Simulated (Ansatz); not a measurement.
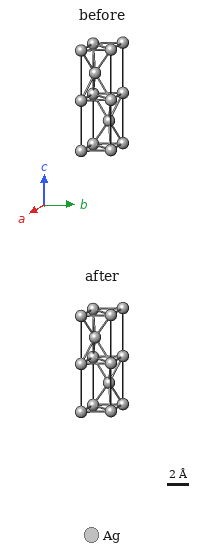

The structure of a crystal of Ag (set up in P6_3/mmc) before (top) and after (bottom) a relaxation, at one scale.

A ball-and-stick model of the cell of the calculation, seen slightly off an axis.

Phase: dhcp (4H).

Theory: DFT, r2SCAN, plane waves (500 eV) with PAW, scalar-relativistic (Ansatz 0.2.0).

Input file:
```yaml
crystal:
  lattice:
    - [2.8861989086, 0.0, 0.0]
    - [-1.4430994543, 2.4995215753, 0.0]
    - [0.0, 0.0, 10.0]
  atoms:
    - { symbol: Ag, position: [0.3333333333, 0.6666666667, 0.25] }
    - { symbol: Ag, position: [0.6666666667, 0.3333333333, 0.75] }
    - { symbol: Ag, position: [0.0, 0.0, 0.0] }
    - { symbol: Ag, position: [0.0, 0.0, 0.5] }
hamiltonian:
  xc: r2scan
  pseudopotentials:
    kind: paw
    azcp:
      Ag: "pseudopotentials/Ag.paw.azcp"
basis:
  ecutwfc: 500
  fft_grid_basis: typed
kpoints:
  mp_grid: { grid: [13, 13, 3], shift: [0, 0, 0] }
magnetization:
  spin_polarized: false
scf:
  occupations: { method: fermi_dirac, width: 0.1 }
relax:
  max_steps: 60
  f_tol: 0.01
  cell: {}
output:
  write_density: true
  write_potential: true
  elf: true
  volumetric_format: npy
```

Run as
```bash
ansatz run input.yaml --threads 1 --pin off --max-ram 3584MiB --backend cpu --events-out ev --progress --plain --runs-dir out
```

> What changed between the two?

The energy falls by 16.0 meV per atom in 4 accepted moves (5 points after the start). All forces vanish by symmetry, so only the cell relaxes. Pressure: −3.53 GPa at the start and −0.02 GPa at the end. At 1 point the geometry stayed and the basis and grid were re-selected for the new cell (energy shift of 0.3 meV per atom at most each time). No atom moves by more than 0.005 Å relative to the cell. The volume changes by −4.1 %, with a = b 2.886 → 2.891 Å (+0.2 %), c 10.000 → 9.558 Å (−4.4 %). Among the contacts that change: Ag1–Ag3 3.004 → 2.915 Å, Ag1–Ag1 2.886 → 2.891 Å. The space group stays P6_3/mmc (No. 194).
